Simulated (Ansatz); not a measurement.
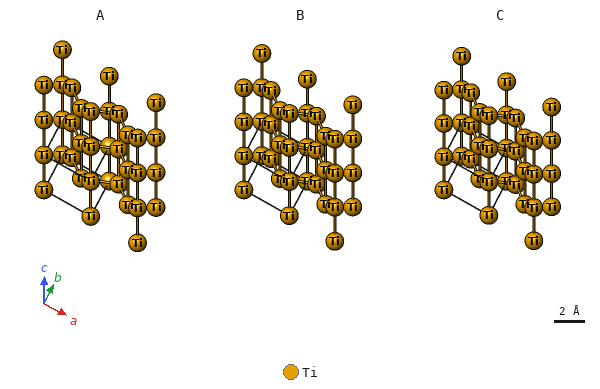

3 geometries from one relaxation of solid Ti (set up in P6/mmm), in shuffled order. Style: ball-and-stick. Shown: the cell of the calculation, repeated 2 × 1 × 3 with one cell outlined, from a free direction.

The run lets cell and atoms move.

The calculation used Kohn-Sham DFT of a periodic cell, PBEsol with D3(BJ), Ansatz PAW (Ansatz). Settings: plane-wave cutoff 420 eV; k-point mesh 7 × 7 × 9; occupations fermi-dirac; smearing width 0.05 eV; no spin polarisation; cell and atoms relaxed; force threshold 0.01 eV/Å; at most 40 steps.

Order the frames from highest to lowest energy.

A, C, B. They are steps 0, 1, 5, at +0.133 eV per cell of the calculation, +43.8 meV per cell of the calculation relative to the last. Over 4 accepted moves (5 points after the start) the energy falls by 0.133 eV per cell of the calculation. All forces vanish by symmetry, so only the cell relaxes. The pressure goes from −9.57 to 0.00 GPa. The SCF was repeated once at an unchanged geometry on a basis and grid sized afresh for the cell, which shifted the energy by 0.4 meV per cell of the calculation at most. The atoms keep their places relative to the cell (all moves are under 0.005 Å). The volume changes by −8.2 %, with a = b 4.567 → 4.434 Å (−2.9 %), c 2.826 → 2.753 Å (−2.6 %). Among the contacts that change: Ti–Ti 2.992 → 2.907 Å, Ti–Ti 2.637 → 2.560 Å, Ti–Ti 2.826 → 2.753 Å. The space group stays P6/mmm (No. 191). Cost: 7.2 s on 2 threads of Arm Neoverse V2, on a shared host, peak memory 0.35 GiB.
